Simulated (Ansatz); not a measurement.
SiGe5

```
CELL_PARAMETERS angstrom
9.21559 0.00000 0.00000
0.00000 0.00000 -9.21559
0.00000 9.21559 0.00000
ATOMIC_POSITIONS crystal
Si 0.75000 0.75000 0.25000
Si 0.25000 0.75000 0.75000
Si 0.25000 0.25000 0.25000
Si 0.75000 0.25000 0.75000
Ge 0.40168 0.59832 0.09832
Ge 0.90168 0.59832 0.59832
Ge 0.90168 0.09832 0.09832
Ge 0.40168 0.09832 0.59832
Ge 0.09832 0.90168 0.09832
Ge 0.59832 0.90168 0.59832
Ge 0.59832 0.40168 0.09832
Ge 0.09832 0.40168 0.59832
Ge 0.09832 0.59832 0.40168
Ge 0.59832 0.59832 0.90168
Ge 0.59832 0.09832 0.40168
Ge 0.09832 0.09832 0.90168
Ge 0.40168 0.90168 0.40168
Ge 0.90168 0.90168 0.90168
Ge 0.90168 0.40168 0.40168
Ge 0.40168 0.40168 0.90168
Ge 0.25000 0.75000 0.25000
Ge 0.75000 0.75000 0.75000
Ge 0.75000 0.25000 0.25000
Ge 0.25000 0.25000 0.75000
```

Space group F-43m; a structure generated by program, which may or may not match a known phase.

All numbers below come from Ansatz, DFT PBE, scalar-relativistic, plane waves, PAW.

In a PAW calculation such maps are meaningful between the atoms, not at the nuclei.

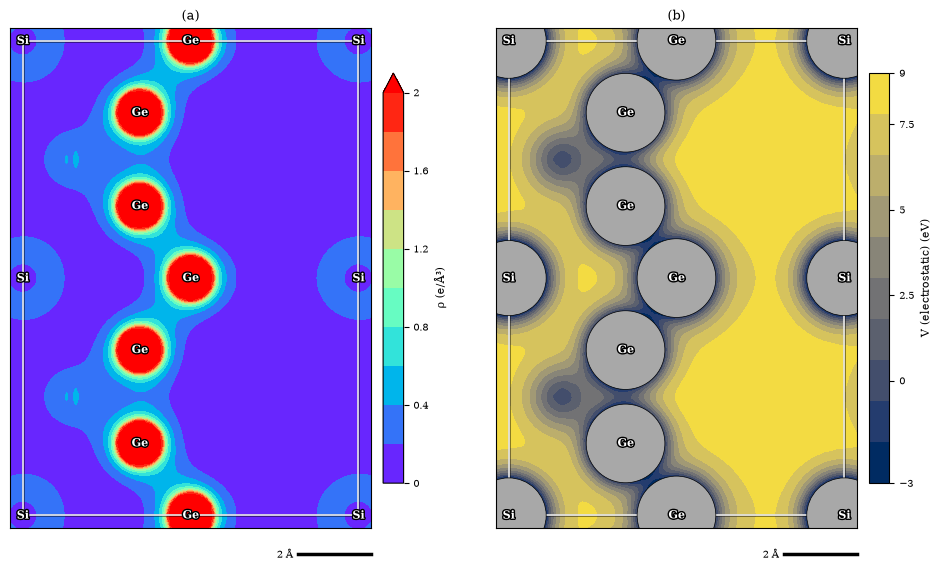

Figure 1. (a) valence pseudo-density; (b) electrostatic potential (local pseudopotential plus Hartree) felt by an electron on the (101) plane of the conventional cell. Grey discs cover the atomic cores in the potential map.

What does the map show?

Atoms in the plane: Si and Ge.
Ge–Ge (2.42 Å): the density is about 0.5 e/Å³ at the midpoint.
Si–Ge (3.77 Å): the density is about 0.06 e/Å³ at the midpoint.
The density dies away to nearly zero in the voids.
Outside the cores the potential energy rises away from the atoms and is highest about 3.6 Å from the nearest atoms; its zero is arbitrary.

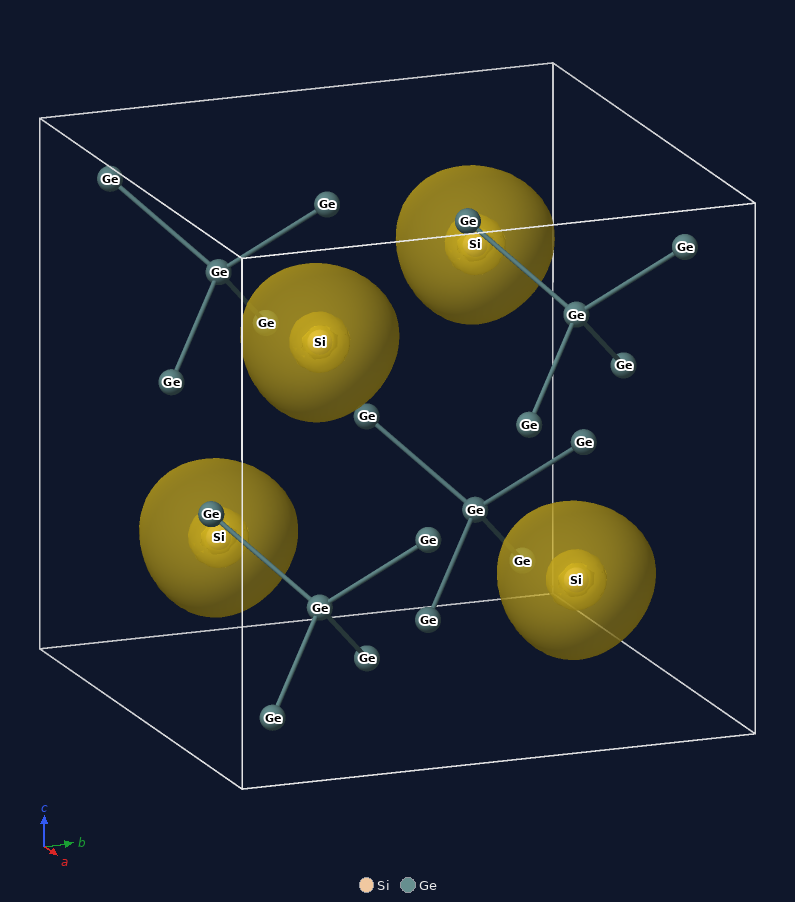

Figure 2. Isosurface of the ELF at 0.7 (yellow), seen slightly off an axis. Core shells and regions of very low density are left out. Sticks mark near contacts.

Identify the bonds, lone pairs and shells in this picture.

The ELF exceeds this value in four regions wrapped around Si (the valence shell of each) and four small core shells on Si, counted in one cell of 24 atoms. Any copies at cell faces, edges or corners count once.


Ge–Ge (2.42 Å): the ELF peaks at about 0.70 between the atoms. Si–Ge (3.77 Å): the ELF is about 0.15 at the midpoint; no shared electron pair shows on this line.

Does the calculation make it a metal, or give it a gap?

It is metallic or semimetallic at this level of theory: no gap opens.
